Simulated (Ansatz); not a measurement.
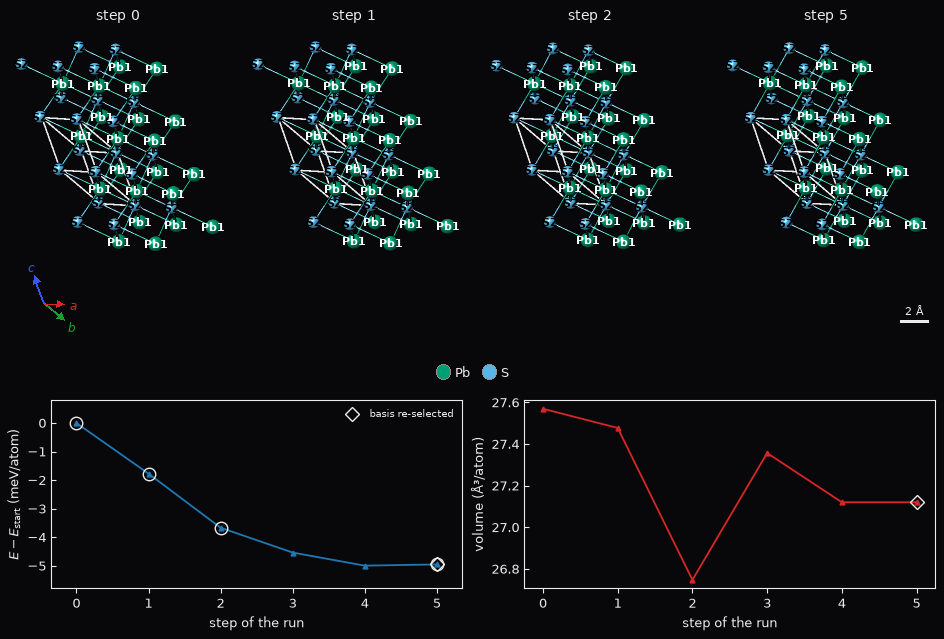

Frames of a relaxation of a crystal of PbS (a generated structure, set up in I4mm), marked on the history of the run. A ball-and-stick model of the cell of the calculation, repeated 2 × 1 × 2 with one cell outlined, seen from a free direction.

The calculation used DFT PBE, scalar-relativistic, plane waves, PAW (Ansatz 0.2.0).

Input file:
```yaml
crystal:
  lattice:
    - [-2.1192280763, 2.1192280763, 3.0693575983]
    - [2.1192280763, -2.1192280763, 3.0693575983]
    - [2.1192280763, 2.1192280763, -3.0693575983]
  atoms:
    - { symbol: Pb, position: [0.5217307859, 0.5217307859, 0.0] }
    - { symbol: S, position: [0.9796345174, 0.9796345174, 0.0] }
basis:
  ecutwfc: 420
kpoints:
  mp_grid: { grid: [10, 10, 10] }
hamiltonian:
  xc: pbe
scf:
  occupations: { method: gaussian, width: 0.02 }
output:
  forces: true
  stress: true
  eigenvalues: true
relax:
  adjacent_minimum: "off"
  f_tol: 0.01
  max_steps: 80
  cell: { stress_tol: 0.05 }
```

Run as
```bash
ansatz run input.yaml --threads 1 --pin off --max-ram 2560MiB --backend cpu --events-out ev --progress --plain --runs-dir out
```

> Describe the path.

After 4 accepted moves (5 points after the start) the energy has fallen by 5.0 meV per atom. Largest force component: 0.093 eV/Å at the start, 0.00082 eV/Å at the end. The pressure goes from 0.01 to 0.00 GPa. The SCF was repeated once at an unchanged geometry on a basis and grid sized afresh for the cell, which shifted the energy by less than 0.05 meV per atom at most. The largest moves relative to the cell, 0.12 Å, are those of Pb1 and S2. Pb1 goes along [−1 −1 0]. Largest moves by element: Pb 0.12 Å, S 0.12 Å. The volume changes by −1.6 %, with a = b = c 4.290 → 4.249 Å (−1.0 %), α 120.8° → 120.0°, β 120.8° → 120.0°, γ 88.6° → 90.0°. Some distances before and after: Pb1–S2 3.328 → 3.010 Å, Pb1–S2 (another image) 2.811 → 3.000 Å. Among the angles between lasting bonds that change: S2–Pb1–S2 170.1° → 179.8°, Pb1–S2–Pb1 170.1° → 179.8°, S2–Pb1–S2 94.9° → 90.1°. The space group (tolerance 0.01 Å) goes from I4mm (No. 107) to Fm-3m (No. 225). The run took 52 s on 1 thread of Arm Neoverse V1, with other jobs on the host, peak memory 0.4 GiB. From step 0 to 1: Pb and S atoms move most (0.02 Å), volume −0.3 %, energy −1.8 meV per atom. From step 1 to 2: Pb and S atoms move most (0.07 Å), volume −2.7 %, energy −1.9 meV per atom. From step 2 to 5: Pb and S atoms move most (0.04 Å), volume +1.4 %, energy −1.3 meV per atom.

```json
{"step": "0", "E − E(0), meV/atom": "0.00", "largest force component, eV/Å": "0.0927", "pressure, GPa": "0.01", "volume, Å³/atom": "27.570", "note": ""}
{"step": "1", "E − E(0), meV/atom": "-1.77", "largest force component, eV/Å": "0.0722", "pressure, GPa": "-0.06", "volume, Å³/atom": "27.478", "note": ""}
{"step": "2", "E − E(0), meV/atom": "-3.67", "largest force component, eV/Å": "0.0286", "pressure, GPa": "0.84", "volume, Å³/atom": "26.747", "note": ""}
{"step": "3", "E − E(0), meV/atom": "-4.53", "largest force component, eV/Å": "0.0006", "pressure, GPa": "-0.44", "volume, Å³/atom": "27.357", "note": ""}
{"step": "4", "E − E(0), meV/atom": "-4.99", "largest force component, eV/Å": "0.0008", "pressure, GPa": "0.00", "volume, Å³/atom": "27.120", "note": ""}
{"step": "5", "E − E(0), meV/atom": "-4.95", "largest force component, eV/Å": "0.0008", "pressure, GPa": "0.00", "volume, Å³/atom": "27.120", "note": "same geometry, new basis"}
```
